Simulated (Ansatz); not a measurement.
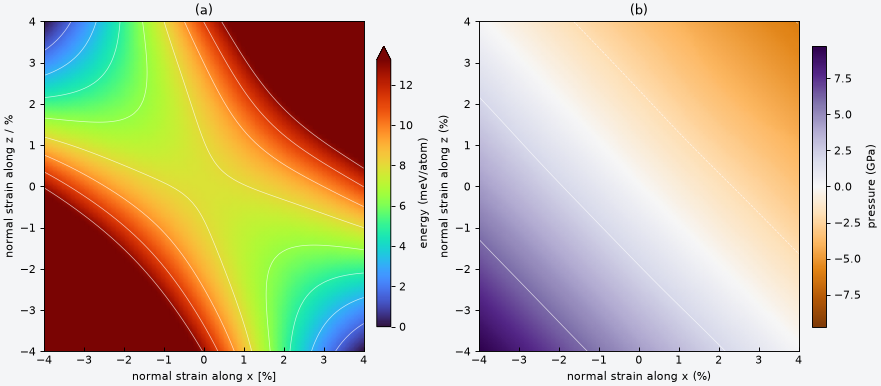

Zn (Im-3m, No. 229; 1 atom in the cell). The energy is mapped over two homogeneous strains (x, y and z along the cube axes). Coordinates scanned: (1) normal strain along x; (2) normal strain along z. Nothing is relaxed (symmetry fixes all fractional coordinates). The scan uses a 7 × 7 grid; 28 points were computed and 21 follow by symmetry. Energies are in meV/atom, from the lowest grid point. Level of theory: Ansatz, DFT LDA, scalar-relativistic, plane waves, PAW. Settings: cutoff 520 eV, k-mesh 20×20×20, gaussian smearing 0.15 eV, no spin polarisation.

Panel (a) is the energy; panel (b) is the computed pressure, in GPa.

Drawn: a smooth colour map with a few white contour lines, one colour for all values above the top of the scale. Between grid points the surface is interpolated.

### How does the pressure vary over the map, and what is it at the lowest grid point?

It runs from −6.0 GPa at normal strain along x = 4.00 %, normal strain along z = 4.00 % to 9.7 GPa at normal strain along x = −4.00 %, normal strain along z = −4.00 %. At the lowest grid point, normal strain along x = −4.00 %, normal strain along z = 4.00 %, it is 0.1 GPa. That point lies on the edge of the scan.

| normal strain along z ↓, normal strain along x → | −4.00 | −2.67 | −1.33 | 0.00 | 1.33 | 2.67 | 4.00 |
| --- | --- | --- | --- | --- | --- | --- | --- |
| 4.00 | 0.1 | −1.1 | −2.3 | −3.3 | −4.3 | −5.2 | −6.0 |
| 2.67 | 1.5 | 0.1 | −1.1 | −2.3 | −3.3 | −4.3 | −5.2 |
| 1.33 | 2.9 | 1.4 | 0.1 | −1.1 | −2.3 | −3.3 | −4.3 |
| 0.00 | 4.4 | 2.8 | 1.4 | 0.1 | −1.1 | −2.3 | −3.3 |
| −1.33 | 6.1 | 4.4 | 2.8 | 1.4 | 0.1 | −1.1 | −2.3 |
| −2.67 | 7.8 | 6.1 | 4.4 | 2.8 | 1.4 | 0.1 | −1.1 |
| −4.00 | 9.7 | 7.8 | 6.1 | 4.4 | 2.9 | 1.5 | 0.1 |
